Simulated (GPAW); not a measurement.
# Collinear magnetic orders of zigzag V chain, bond 2.761 A with GPAW, part 2 of 2

Does zigzag V chain, bond 2.761 A prefer parallel or opposed moments, or none?

GPAW 26.7.0; LDA; plane waves with GPAW's PAW setups, scalar-relativistic.

So far, largest spin moment in the augmentation sphere (μB): step 2 (order 1, typed as ferro ++) 2.76; step 3 (antiferromagnetic, start moments [1.5, -1.5] μB) 2.52.

### 4. Run 3 (antiferro q=(0,0,1/2) +-+-)

Another pattern of signs weighs the neighbour shells otherwise.

This order needs a doubled cell of 4 atoms. Its mesh is chosen so that both cells sample the same points.

order3.py

```python
import json
import numpy as np
from ase import Atoms
from ase.parallel import paropen, parprint
from gpaw import GPAW

atoms = Atoms(['V', 'V', 'V', 'V'],
    cell=[[12.0, 0.0, 0.0],
         [0.0, 12.0, 0.0],
         [0.0, 0.0, 6.6264]],
    scaled_positions=[[0.40796667, 0.5, 0.0],
         [0.40796667, 0.5, 0.5],
         [0.59203333, 0.5, 0.25],
         [0.59203333, 0.5, 0.75]],
    pbc=True,
    magmoms=[1.5, -1.5, 1.5, -1.5])
atoms.calc = GPAW(mode={'name': 'pw', 'ecut': 550},
    xc='LDA',
    kpts={'size': (1, 1, 4), 'gamma': True},
    occupations={'name': 'fermi-dirac', 'width': 0.1},
    convergence={'density': 1e-05, 'energy': 1e-05},
    maxiter=200,
    symmetry={'tolerance': 1e-4},
    txt='order3.txt')
e = atoms.get_potential_energy(force_consistent=True)
res = {'free_energy': e, 'energy_sigma0': atoms.get_potential_energy(), 'fermi_energy': atoms.calc.get_fermi_level()}
res['moments'] = atoms.get_magnetic_moments().tolist()
res['total'] = atoms.get_magnetic_moment()
parprint('site moments (muB):', np.round(res['moments'], 3))
parprint(f"total moment: {res['total']:.3f} muB")
parprint(f'free energy: {e:.6f} eV')
atoms.calc.write('order3.gpw')
with paropen('results.json', 'w') as f:
    json.dump(res, f)
```

Command:

```bash
> OMP_NUM_THREADS=1 python3 order3.py > order3.log
```

Log:

```text
site moments (muB): [ 2.564 -2.564  2.564 -2.564]
total moment: -0.000 muB
free energy: -21.186185 eV

--- order3.txt ---
Input parameters:
  mode=PW(ecut=550),
  convergence={'density': 1e-05, 'energy': 1e-05},
  kpts=MonkhorstPack(size=(1, 1, 4), gamma=True),
  maxiter=200,
  occupations=Occupations(name='fermi-dirac', width=0.1),
  symmetry=Symmetry(tolerance=0.0001),
  xc=XC(name='LDA')

[...]
|         21 |        -3.356 |     0.991 |        -3.356 |     0.991 |
[...]
|         31 |        -1.582 |     0.000 |        -1.582 |     0.000 |
|         32 |        -1.329 |     0.000 |        -1.328 |     0.000 |
|         33 |        -1.039 |     0.000 |        -1.039 |     0.000 |
|        ... |               |           |               |           |
|         35 |        -0.652 |     0.000 |        -0.652 |     0.000 |

No gap
No difference between direct/indirect transitions


[key lines of the parts left out:]
Free energy:     -21.186185
Converged in 20 steps
dipole moment: (0.000005, 0.000000, -15.576435)  # |e|*Ang
Fermi level: -2.881
```

Wall time 2.3 min (1 MPI rank of Intel Xeon Platinum 8488C (Sapphire Rapids), shared host); peak memory 0.67 GiB.

Spin moment in the augmentation sphere by atom:

| atom | spin moment in the augmentation sphere (μB) |
| --- | --- |
| V1 | 2.56 |
| V2 | -2.56 |
| V3 | 2.56 |
| V4 | -2.56 |

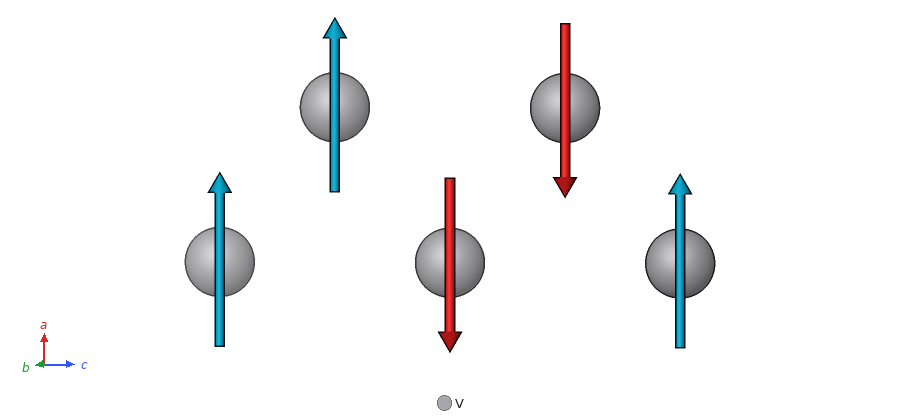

Spin moment in the augmentation sphere as arrows, the longest 2.56 μB. Up and down stand for the sign. Arrows give size and sign along the axis of quantisation, drawn up and down the page. The two directions have two colours. Some periodic images of atoms are drawn too.

Numbers from this step:

```
magnetization : 0 μB
final state   : antiferromagnetic
```

It lies 130 meV a seeded atom under the first start, and its largest moment is 2.56 μB against 2.76 μB.

### 5. Start 4: no spin polarisation

This run holds no moments, which gives a state to set the others against.

nospin.py

```python
import json
import numpy as np
from ase import Atoms
from ase.parallel import paropen, parprint
from gpaw import GPAW

atoms = Atoms(['V', 'V'],
    cell=[[12.0, 0.0, 0.0],
         [0.0, 12.0, 0.0],
         [0.0, 0.0, 3.3132]],
    scaled_positions=[[0.40796667, 0.5, 0.0],
         [0.59203333, 0.5, 0.5]],
    pbc=True)
atoms.calc = GPAW(mode={'name': 'pw', 'ecut': 550},
    xc='LDA',
    kpts={'size': (1, 1, 8), 'gamma': True},
    occupations={'name': 'fermi-dirac', 'width': 0.1},
    convergence={'density': 1e-05, 'energy': 1e-05},
    maxiter=200,
    symmetry={'tolerance': 1e-4},
    txt='nospin.txt')
e = atoms.get_potential_energy(force_consistent=True)
res = {'free_energy': e, 'energy_sigma0': atoms.get_potential_energy(), 'fermi_energy': atoms.calc.get_fermi_level()}
parprint(f'free energy: {e:.6f} eV')
atoms.calc.write('nospin.gpw')
with paropen('results.json', 'w') as f:
    json.dump(res, f)
```

Command:

```bash
> OMP_NUM_THREADS=1 python3 nospin.py > nospin.log
```

Log:

```text
free energy: -9.530006 eV

--- nospin.txt ---
Input parameters:
  mode=PW(ecut=550),
  convergence={'density': 1e-05, 'energy': 1e-05},
  kpts=MonkhorstPack(size=(1, 1, 8), gamma=True),
  maxiter=200,
  occupations=Occupations(name='fermi-dirac', width=0.1),
  symmetry=Symmetry(tolerance=0.0001),
  xc=XC(name='LDA')

Diagonalizing LCAO Hamiltonian
Converting LCAO to pw mode
        .----------------------------.
[...]
|          0 |       -66.718 |     2.000 |
|        ... |               |           |
|          6 |       -40.762 |     2.000 |
|          7 |       -40.744 |     2.000 |
|          8 |        -5.842 |     2.000 |
|          9 |        -4.402 |     2.000 |
[...]
|         16 |        -2.399 |     0.011 |
|         17 |        -2.370 |     0.008 |
|         18 |        -1.962 |     0.000 |
|         19 |        -1.330 |     0.000 |

No gap
No difference between direct/indirect transitions


[key lines of the parts left out:]
Free energy:      -9.530006
Converged in 16 steps
dipole moment: (-0.000005, 0.000000, -7.920079)  # |e|*Ang
Fermi level: -2.918
```

Elapsed: 24 s, on 1 MPI rank; peak memory 0.29 GiB.

Numbers from this step:

```
final state : non-magnetic (no spin polarisation)
```

It lies 402 meV a seeded atom over the first start.

### 6. The states side by side

These are free energies at a smearing of 0.1 eV, so its entropy term is in the differences. They are divided by the number of seeded atoms, so that cells of unlike size compare. Wavevectors q in the names are fractions of the reciprocal vectors of the first run's cell.

Orders:

| start | final state | typed order kept | energy over the lowest (meV a seeded atom) | largest site moment (μB) | net moment (μB a primitive cell) | mesh matched | CPU time (s) |
| --- | --- | --- | --- | --- | --- | --- | --- |
| ferro ++ | ferromagnetic | yes | 189.7 | 2.758 | 7.442 | yes | 63.32 |
| antiferro +- | antiferromagnetic | yes | 0 | 2.524 | 0 | yes | 49.65 |
| antiferro q=(0,0,1/2) +-+- | antiferromagnetic | yes | 59.82 | 2.564 | 0 | yes | 135.9 |
| no spin polarisation | non-magnetic | - | 591.4 | 0 | 0 | yes | 24.3 |

### 7. Summary of results

| Property | Result |
| --- | --- |
| lowest state found | antiferromagnetic (typed antiferro +-) |
| largest site moment | 2.52 μB |
| next state | antiferromagnetic, 59.8 meV a seeded atom higher |
| energy gained by spin polarisation | 591 meV a seeded atom |

What this shows: The lowest state found is antiferromagnetic, reached from the start antiferro +-, with moments up to 2.52 μB. The next state costs 60 meV a seeded atom. This is the lowest of 4 finished starts, no proof of the ground state.

[Logs and program files are shortened in this print: banners, set-up blocks, solver, clock and traceback lines can be left out without a mark of their own.]

[Logs are printed without paths, hosts, clocks, repeated set-up lines and the standing remarks that a program may print on its own settings, such as how far it seeks lower states.]

[Hosts, paths, dates, database ids (printed as entryN), source tags and the programs' standing remarks are cut or masked in the printed files.]

[Where a cell is said to come from a database of computed structures, the database is the Materials Project.]
